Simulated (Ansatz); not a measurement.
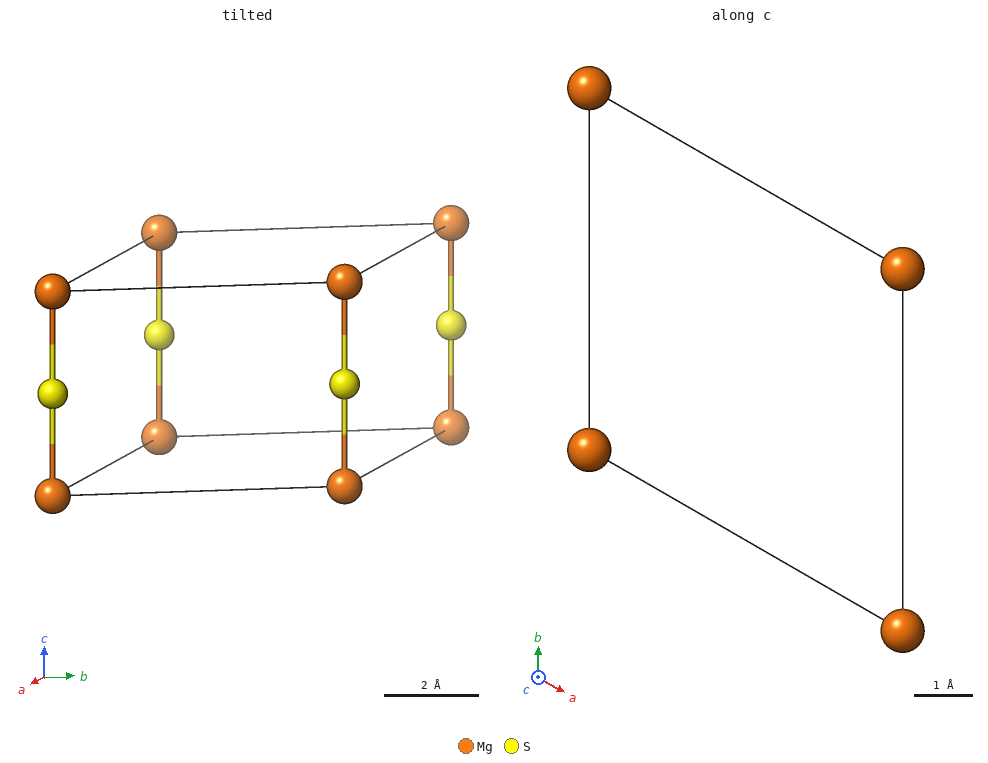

We look at a ball-and-stick model of the crystal slightly off an axis and along the c axis. Thin lines show the conventional unit cell, with boundary atoms drawn in all their periodic places. Cell: a = 6.29 Å, b = 6.29 Å, c = 4.45 Å, α = 90.00°, β = 90.00°, γ = 120.00°.

Provenance: a random cell made by a generator, so it need not be a real form of the compound. Earlier steps of the study may have refined or changed the cell and positions. Ansatz was used for an electronic-structure calculation on it.

Q: Describe the crystal.

A: Formula: MgS. The atoms follow space group P6/mmm (No. 191); the Bravais lattice is primitive hexagonal. One cell contains 1 Mg, 1 S, 2 atoms in all. Mg is linked to two S in a linear arrangement at about 2.2 Å. S is linked to two Mg in a linear arrangement at about 2.2 Å. The bonds build MgS chains along [001].

Computational set-up: DFT PBE, scalar-relativistic, plane waves, PAW in Ansatz 0.2.0, a cutoff energy of 420 eV, a 6×6×6 mesh of k-points, Gaussian smearing of 0.02 eV, no spin polarisation.

Q: What does the calculation say: metal or gapped?

A: A semiconductor at this level, with a gap of 2.37 eV, indirect.

Q: List the Bader charges.

A: Mg +1.61 e; S -1.61 e.

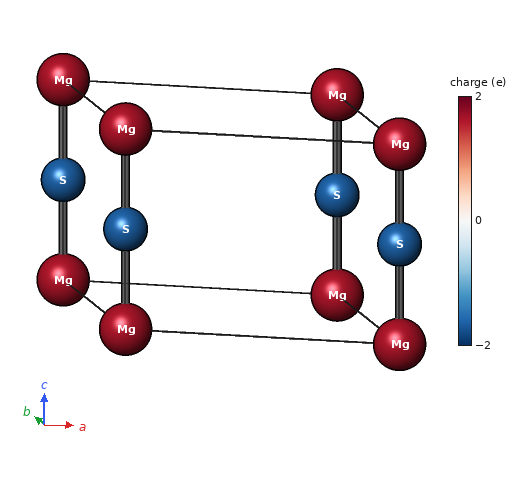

The atoms coloured by those charges. The run's cell of 2 atoms is drawn.

Q: Is this the optimised geometry for these settings?

A: Yes. All forces vanish to within 0.01 eV/Å. The pressure is 0.0 GPa, close to zero.
